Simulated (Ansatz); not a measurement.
# Residual resistivity of an alloy: Ru(0001) with 2 layers of random Ru-Nb, 2x2

Aim: the residual resistivity of a random alloy, from Ru(0001) with 2 layers of random Ru-Nb, 2x2 and longer regions.

Program: Ansatz 0.2.0. Level of theory: Ansatz plane-wave DFT, PBE, PAW files; ballistic transport by layer matching (Landauer), zero bias; PAW set soft_1. Results are calculated unless marked as measured.

### Step 1. Starting point

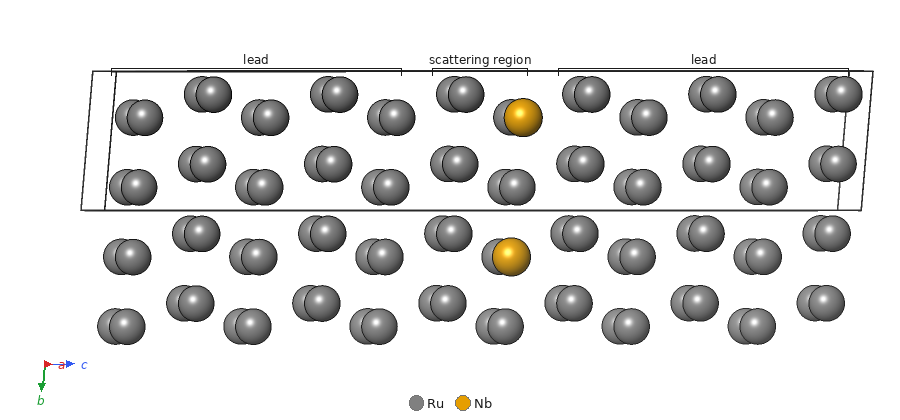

The starting structure, seen from the side, with the c axis across the page (ruthenium grey, niobium orange). 1×2×1 cells are drawn.

The cell holds 48 atoms: 47 Ru and 1 Nb. Its edges and angles: a = 5.412 Å, b = 5.412 Å, c = 25.691 Å, α = 90.0°, β = 90.0°, γ = 120.0°. It derives from Ru. Regions: lead, 40 atoms (40 Ru); scattering region, 8 atoms (7 Ru and 1 Nb). The structure is stacked along c, and the current runs across the ab planes.

### Step 2. With 2 alloy layers

In 2 layers a share of 0.125 of the sites is given to Nb at random. The layers about the cell's end stay perfect and serve as the lead. Energies from -0.05 to 0.05 eV in steps of 0.05 eV are too few for the program's thermal sum, so it prints no conductance; for a metal the transmission near the Fermi level serves, at a fraction of the cost.

input.yaml

```yaml
crystal:
  lattice:
    - [5.4116, 0.0, 0.0]
    - [-2.7058, 4.6865830751, 0.0]
    - [0.0, 0.0, 25.6914]
  atoms:
    - { symbol: Ru, position: [0.1666666667, 0.3333333333, 0.0416666667] }
    - { symbol: Ru, position: [0.1666666667, 0.8333333333, 0.0416666667] }
    - { symbol: Ru, position: [0.6666666667, 0.3333333333, 0.0416666667] }
    - { symbol: Ru, position: [0.6666666667, 0.8333333333, 0.0416666667] }
    - { symbol: Ru, position: [0.3333333333, 0.1666666667, 0.125] }
    - { symbol: Ru, position: [0.3333333333, 0.6666666667, 0.125] }
    - { symbol: Ru, position: [0.8333333333, 0.1666666667, 0.125] }
    - { symbol: Ru, position: [0.8333333333, 0.6666666667, 0.125] }
    - { symbol: Ru, position: [0.1666666667, 0.3333333333, 0.2083333333] }
    - { symbol: Ru, position: [0.1666666667, 0.8333333333, 0.2083333333] }
    - { symbol: Ru, position: [0.6666666667, 0.3333333333, 0.2083333333] }
    - { symbol: Ru, position: [0.6666666667, 0.8333333333, 0.2083333333] }
    - { symbol: Ru, position: [0.3333333333, 0.1666666667, 0.2916666667] }
    - { symbol: Ru, position: [0.3333333333, 0.6666666667, 0.2916666667] }
    - { symbol: Ru, position: [0.8333333333, 0.1666666667, 0.2916666667] }
    - { symbol: Ru, position: [0.8333333333, 0.6666666667, 0.2916666667] }
    - { symbol: Ru, position: [0.1666666667, 0.3333333333, 0.375] }
    - { symbol: Ru, position: [0.1666666667, 0.8333333333, 0.375] }
    - { symbol: Ru, position: [0.6666666667, 0.3333333333, 0.375] }
    - { symbol: Ru, position: [0.6666666667, 0.8333333333, 0.375] }
    - { symbol: Ru, position: [0.3333333333, 0.1666666667, 0.4583333333] }
    - { symbol: Ru, position: [0.3333333333, 0.6666666667, 0.4583333333] }
    - { symbol: Ru, position: [0.8333333333, 0.1666666667, 0.4583333333] }
    - { symbol: Ru, position: [0.8333333333, 0.6666666667, 0.4583333333] }
    - { symbol: Ru, position: [0.1666666667, 0.3333333333, 0.5416666667] }
    - { symbol: Ru, position: [0.1666666667, 0.8333333333, 0.5416666667] }
    - { symbol: Nb, position: [0.6666666667, 0.3333333333, 0.5416666667] }
    - { symbol: Ru, position: [0.6666666667, 0.8333333333, 0.5416666667] }
    - { symbol: Ru, position: [0.3333333333, 0.1666666667, 0.625] }
    - { symbol: Ru, position: [0.3333333333, 0.6666666667, 0.625] }
    - { symbol: Ru, position: [0.8333333333, 0.1666666667, 0.625] }
    - { symbol: Ru, position: [0.8333333333, 0.6666666667, 0.625] }
    - { symbol: Ru, position: [0.1666666667, 0.3333333333, 0.7083333333] }
    - { symbol: Ru, position: [0.1666666667, 0.8333333333, 0.7083333333] }
    - { symbol: Ru, position: [0.6666666667, 0.3333333333, 0.7083333333] }
    - { symbol: Ru, position: [0.6666666667, 0.8333333333, 0.7083333333] }
    - { symbol: Ru, position: [0.3333333333, 0.1666666667, 0.7916666667] }
    - { symbol: Ru, position: [0.3333333333, 0.6666666667, 0.7916666667] }
    - { symbol: Ru, position: [0.8333333333, 0.1666666667, 0.7916666667] }
    - { symbol: Ru, position: [0.8333333333, 0.6666666667, 0.7916666667] }
    - { symbol: Ru, position: [0.1666666667, 0.3333333333, 0.875] }
    - { symbol: Ru, position: [0.1666666667, 0.8333333333, 0.875] }
    - { symbol: Ru, position: [0.6666666667, 0.3333333333, 0.875] }
    - { symbol: Ru, position: [0.6666666667, 0.8333333333, 0.875] }
    - { symbol: Ru, position: [0.3333333333, 0.1666666667, 0.9583333333] }
    - { symbol: Ru, position: [0.3333333333, 0.6666666667, 0.9583333333] }
    - { symbol: Ru, position: [0.8333333333, 0.1666666667, 0.9583333333] }
    - { symbol: Ru, position: [0.8333333333, 0.6666666667, 0.9583333333] }
kpoints:
  mp_grid: { grid: [5, 5, 1] }
hamiltonian:
  xc: pbe
  pseudopotentials: { kind: paw, azcp: { folder: soft_1 } }
scf:
  occupations: { method: fermi_dirac, width: 0.1 }
output:
  transmission:
    leads: [[0, 8]]
    kmesh: [10, 10]
    e_range: [-0.05, 0.05]
    de: 0.05
  write_potential: true
  write_density: true
  volumetric_format: npy
```

Command:

```
> ansatz run input.yaml --threads 4 --pin off --max-ram 15360MiB --backend cpu --events-out ev --progress --plain --runs-dir out
```

Numbers of over 12 decimals in the logs are rounded to 6 here.

Output:

```text
Engine: ansatz 0.2.0, aarch64-unknown-linux-gnu
Pseudopotentials: kind: paw
Pseudopotential: Ru, paw, valence charge 16, recommended cutoff 420 eV (normal), soft_1/Ru.paw.azcp
Pseudopotential: Nb, paw, valence charge 13, recommended cutoff 420 eV (normal), soft_1/Nb.paw.azcp
Functional definition: PBE
  parameter kappa = 0.804
  parameter beta = 0.066725
  exchange = pbe_x(kappa = kappa, mu = beta*pi^2/3)
  correlation = pbe_c(beta = beta)
Crystal: 48 atoms, lattice volume = 651.583 Å³
Basis set: ecut = 420 eV, 12691 PW (Γ)
Bands: 459, of which v1, the nominal top of the filled ones, is band 383 counted from 1 (382 counted from 0)
Symmetry: 12 space group operations
Space group: P-6m2 (ITA 187), of the structure as read, at distance tolerance 8.7e-5 Å
k-points: 5 of 25 (time reversal used)
Non-local potential: Ru, projectors of the file, l = 0: 3, l = 1: 2, l = 2: 2, l = 3: 1
Non-local potential: Nb, projectors of the file, l = 0: 3, l = 1: 2, l = 2: 2, l = 3: 1
PAW form: soft (Blöchl's): semilocal exchange-correlation on the pseudo side does not see the compensation charge
PAW one-centre angular grid: Ru, 590 points (default); XC on 64 Gauss nodes
PAW one-centre angular grid: Nb, 590 points (default); XC on 64 Gauss nodes
Initial density: superposition of atomic densities (chi_scale 0.1, normalization cell, long waves of neutral atoms (reshape's long-wave potential 2.32 eV rms, cloud 3.10 Å wide))
Initial wavefunctions: pseudopotential atomic-orbital guess
Functional: x = pbe(κ = 0.804, μ = 0.219515), c = pbe(β = 0.066725)
SCF iter   1: F=—  HF=-280889.151986 eV  |F-HF|=—  |Δ(HF+E_count)|=         —  Δρ=1.33e-1  dr2=3.03e2  ethr=3.10e-3  ⟨swp⟩=5.0  Hψ=7302  notcnv=0
preconditioner: auto → Kerker (q_TF=auto, 2.802 Å⁻¹)  [metal: Δε(μ)=0.020 eV  Ē_g=5.245 eV  σ=0.100 eV  W_gap=0.05  n_scr=268 (ndim 8)  ℏωp=28.4 eV  f_vac=0.000  D(μ)=37.86/eV (n_scr^D=380)]
SCF iter   2: F=—  HF=-280861.674864 eV  |F-HF|=—  |Δ(HF+E_count)|=    2.75e1  Δρ=6.54e-2  dr2=1.05e2  ethr=3.10e-3  ⟨swp⟩=2.2  Hψ=4286  notcnv=0  defer=16
SCF iter   3: F=—  HF=-280853.469566 eV  |F-HF|=—  |Δ(HF+E_count)|=    8.21e0  Δρ=9.30e-3  dr2=5.69e0  ethr=3.10e-3  ⟨swp⟩=3.0  Hψ=4193  notcnv=0  defer=18
SCF iter   4: F=—  HF=-280853.393859 eV  |F-HF|=—  |Δ(HF+E_count)|=   7.57e-2  Δρ=1.71e-3  dr2=3.70e-1  ethr=7.44e-4  ⟨swp⟩=1.2  Hψ=2506  notcnv=0  defer=19
SCF iter   5: F=—  HF=-280853.389177 eV  |F-HF|=—  |Δ(HF+E_count)|=   4.68e-3  Δρ=6.85e-4  dr2=2.33e-2  ethr=4.84e-5  ⟨swp⟩=1.0  Hψ=2273  notcnv=0  defer=19
SCF iter   6: F=—  HF=-280853.388627 eV  |F-HF|=—  |Δ(HF+E_count)|=   5.50e-4  Δρ=1.71e-4  dr2=8.68e-4  ethr=3.04e-6  ⟨swp⟩=1.0  Hψ=2273  notcnv=0  defer=19
SCF iter   7: F=—  HF=-280853.388644 eV  |F-HF|=—  |Δ(HF+E_count)|=   1.72e-5  Δρ=4.18e-5  dr2=5.98e-5  ethr=1.13e-7  ⟨swp⟩=2.0  Hψ=2278  notcnv=0  defer=19
SCF iter   8: F=—  HF=-280853.389981 eV  |F-HF|=—  |Δ(HF+E_count)|=   1.34e-3  Δρ=9.83e-6  dr2=2.72e-6  ethr=7.82e-9  ⟨swp⟩=1.4  Hψ=2284  notcnv=0  defer=19
SCF iter   9: F=—  HF=-280853.389981 eV  |F-HF|=—  |Δ(HF+E_count)|=   4.02e-8  Δρ=2.92e-6  dr2=8.28e-7  ethr=3.55e-10  ⟨swp⟩=2.0  Hψ=2845  notcnv=0  defer=19
SCF iter  10: F=-280853.389981 eV  HF=-280853.389981 eV  |F-HF|=2.74e-8  |Δ(HF+E_count)|=   1.16e-8  Δρ=8.30e-7  dr2=2.89e-8  ethr=1.31e-11  ⟨swp⟩=6.2  Hψ=5275  notcnv=0
SCF 1 converged in 10 iterations: F = -280853.389981 eV  dr2 = 2.89e-8
  greatest PAW one-centre occupation: 1.000 electrons in one spin orbital (limit 2), on the Ru atom at site 27 (counted from 0), in its partial waves of l = 0
transmission: 68 of 672 steps passed
transmission: 137 of 672 steps passed
[...]
transmission: 672 of 672 steps passed
SCF converged after 10 iterations
Free energy (F): -280853.389981 eV
Harris-Foulkes:  -280853.389981 eV  (|F-HF|=2.74e-8)
Internal energy: -280851.867834 eV  (E = F + TS)
E sigma→0 (E₀):  -280852.628908 eV
Entropy (-TS):   -1.522147 eV (-31.711 meV/atom)
Fermi energy:    23.355640 eV
--- Per-component energies (eV) ---
  E_band       = -2611.246336
  E_kinetic    = 22028.314459
  E_local      = -60356.620055  (includes V_loc(G=0)·N_el)
  E_nonlocal   = 19483.696235
  E_hartree    = 20059.256339
  E_xc         = -8168.304872
  E_vxc        = -10321.879701  (∫ρ·V_xc dr)
  E_paw        = -167654.310072  (= ΣΔE_a)
  E_vpaw       = -13563.292529  (= ΣTr[D̂ρ^β])
  E_aug_tail   = 0.029432  (compensation charges beyond the density's cutoff)
  E_ewald      = -106243.929302
  E_smearing   = -1.522147  (= −TS)
  E_closure    = 0.000000  (closes the sum)
  Σ components = -280853.389981   (vs F -280853.389981, Δ=0.00e0)
--- Band table (eV; the first three rows and the last of 5) ---
  k-point 0: bands = [... 379 lower, 24.0146, 24.0146, 24.0930, 24.4164, 24.4164, 24.4358, 24.4358, 24.5330, ... 72 higher]
  k-point 1: bands = [... 379 lower, 23.5684, 23.5845, 23.6203, 23.6258, 23.8892, 23.9470, 24.0771, 24.1322, ... 72 higher]
  k-point 2: bands = [... 379 lower, 23.0336, 23.0822, 23.1073, 23.1383, 23.1390, 23.2126, 23.3120, 23.4068, ... 72 higher]
  k-point 4: bands = [... 379 lower, 22.9274, 22.9649, 23.0530, 23.0751, 23.1729, 23.2151, 23.2229, 23.3087, ... 72 higher]
--- Transmission ---
  basis      : 223 plane waves across, 48 finite elements along
  points     : 14, standing for a mesh of 10 x 10
  energies   : 3 from -0.050000 to 0.050000 eV about the Fermi level, 0.050000 eV apart; the leads are filled to 0.000000 eV, and channels, transmission and decay are at 0.000000 eV
  crystal 0  : Ru8, at the sites [0, 8], period 4.2819 Å, over 23.55 Å; its Hamiltonian steps by up to 14.9 meV
    offset         : up to 0.0000 Å between an atom of the period and one for which it stands
    channels       : 5.280000e0 a spin
    conductance    : none, the energies end too early or step too widely for 300 K: set another output.transmission.e_range or a lower de, or, where they end at an eighth of basis.ecutwfc, a higher one
  junction   : crystal 0 to crystal 0, 1.44 to 22.85 Å
    transmission   : 4.353381e0 a spin
    conductance    : none, the energies end too early or step too widely for 300 K: set another output.transmission.e_range or a lower de, or, where they end at an eighth of basis.ecutwfc, a higher one
```

The job ended after 2.7 min (4 threads of Arm Neoverse V2, shared host; peak memory 5.5 GiB; 9.6 min of CPU time).

Numbers from this step:

```yaml
free_energy: -280853.3900 eV
energy_at_zero_smearing: -280852.6289 eV
fermi_energy: 23.36 eV
cell_area: 25.36 Å²
transmission_per_spin_nearest_the_fermi_level: 4.353
open_channels_per_spin_nearest_the_fermi_level: 5.28
step_of_the_lead_s_potential: 14.9 meV
```

Per spin. Transmission, zone mean against energy, zero at the Fermi level:

```
energy (eV)  transmission, zone mean
    -0.0500                     4.26
     0.0000                     4.35
     0.0500                     4.44
```

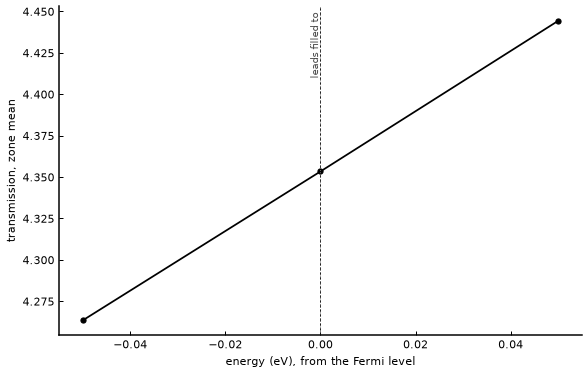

Transmission, zone mean, plotted against energy.

Per spin. Table of open channels, zone mean, lead by energy, zero at the Fermi level:

```
energy (eV)  open channels, zone mean, lead
    -0.0500                            5.16
     0.0000                            5.28
     0.0500                            5.64
```

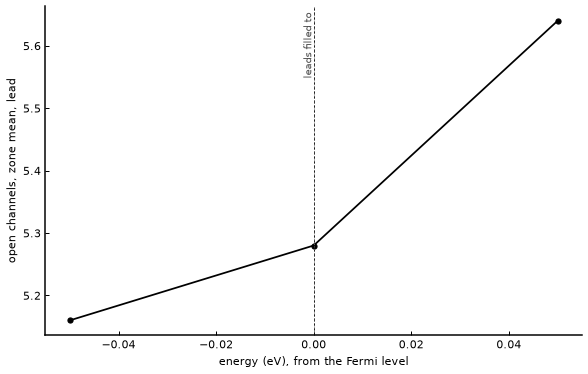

Open channels, zone mean, lead, plotted against energy.

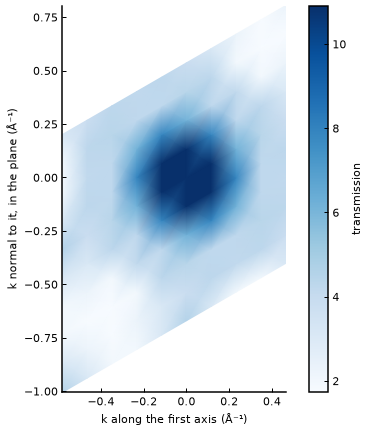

Transmission over k1 and k2. At 0.0000 eV from the Fermi level.

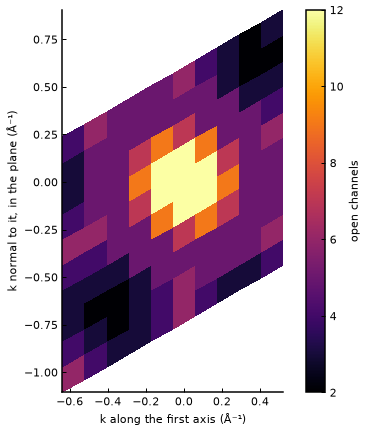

Open channels over k1 and k2. At 0.0000 eV from the Fermi level.

Over the solved energies the transmission per spin lies between 4.26 and 4.44, out of 5.36 channels of the lead on average (up to 5.64).

(Part 1 of 2 ends here.)

[Logs are printed without paths, hosts, clocks, repeated set-up lines and the standing remarks that a program may print on its own settings, such as how far it seeks lower states.]

[Hosts, paths, dates, database ids (printed as entryN), source tags and the programs' standing remarks are cut or masked in the printed files.]
